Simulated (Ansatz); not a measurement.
**CdSe: density, localisation and related maps**

Input

```
crystal:
  lattice:
    - [2.8257779911, 0.0, 0.0]
    - [0.0, 2.8257779911, 0.0]
    - [0.0, 0.0, 6.1268755841]
  atoms:
    - { symbol: Cd, position: [0.0, 0.0, 0.0] }
    - { symbol: Se, position: [0.0, 0.0, 0.5] }
basis:
  ecutwfc: 420
kpoints:
  mp_grid: { grid: [20, 20, 10] }
hamiltonian:
  xc: pbe
scf:
  occupations: { method: gaussian, width: 0.1 }
output:
  forces: true
  stress: true
  eigenvalues: true
  write_density: true
  write_potential: true
  elf: true
  volumetric_format: npy
relax:
  adjacent_minimum: "off"
  f_tol: 0.01
  max_steps: 80
  cell: { stress_tol: 0.05 }
```

Launched as:

```sh
ansatz run input.yaml --threads 1 --pin off --max-ram 2560MiB --backend cpu --events-out ev --progress --plain --runs-dir out
```

Below, planes, directions and counts refer to the conventional cell (a = 2.83 Å, b = 2.83 Å, c = 6.08 Å, α = 90.00°, β = 90.00°, γ = 90.00°).

The fields are those of the run's last geometry, not of the input's.

Space group P4/mmm; a structure generated by program, which may or may not match a known phase.

These are results of DFT PBE, scalar-relativistic, plane waves, PAW in Ansatz 0.2.0, not measurements.

Core electrons are frozen (PAW), and the valence fields are smoothed inside the atomic spheres.

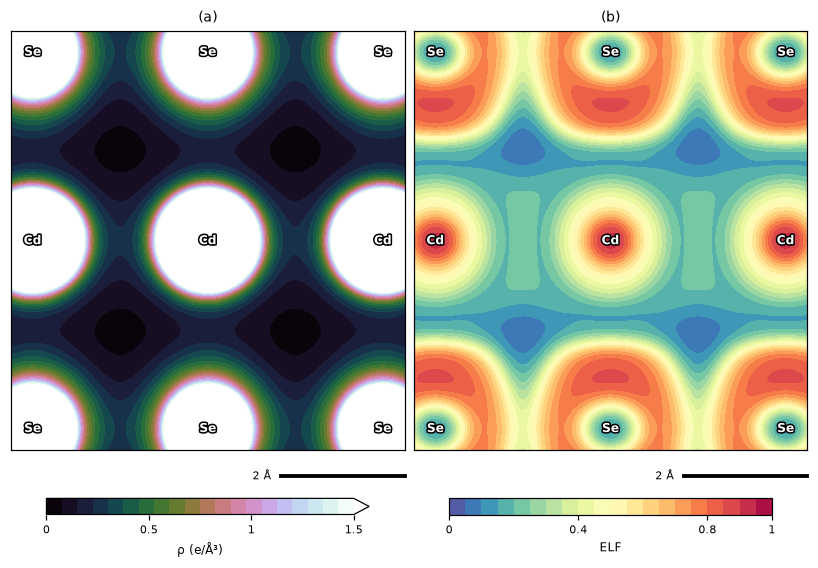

Figure 1. (a) valence charge density (pseudo); (b) electron localisation function on the (010) plane of the conventional cell.

Question: Describe what can be read from this map.

Answer: Atoms in the plane: Cd and Se.
Cd–Se (3.04 Å): ρ is about 0.18 e/Å³ halfway; the ELF is about 0.30 at the midpoint and 0.15 at its lowest between the atoms.
Between the atoms the lowest density in this plane is 0.06 e/Å³.
The features right at Cd lie inside the PAW spheres, where the map follows smoothed inner orbitals and isn't to be read closely.

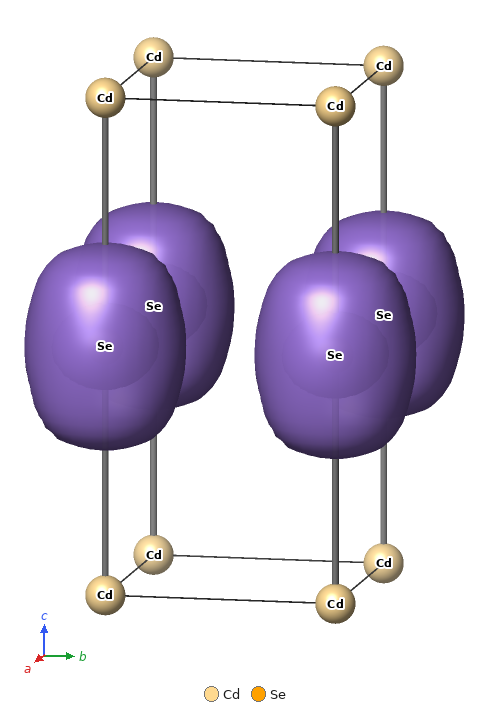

Figure 2. Isosurface of the ELF at 0.7 (purple), seen slightly off an axis. Only the valence region is drawn (cores and ρ < 0.01 e/Å³ removed). Sticks mark near contacts.

Question: Describe the localisation domains.

Answer: The surface consists of one region wrapped around Se (its valence shell), counted in one cell of 2 atoms. Regions shared between cells count once.

Question: Does the calculation give a band gap?

Answer: It is metallic or semimetallic at this level of theory: no gap opens.
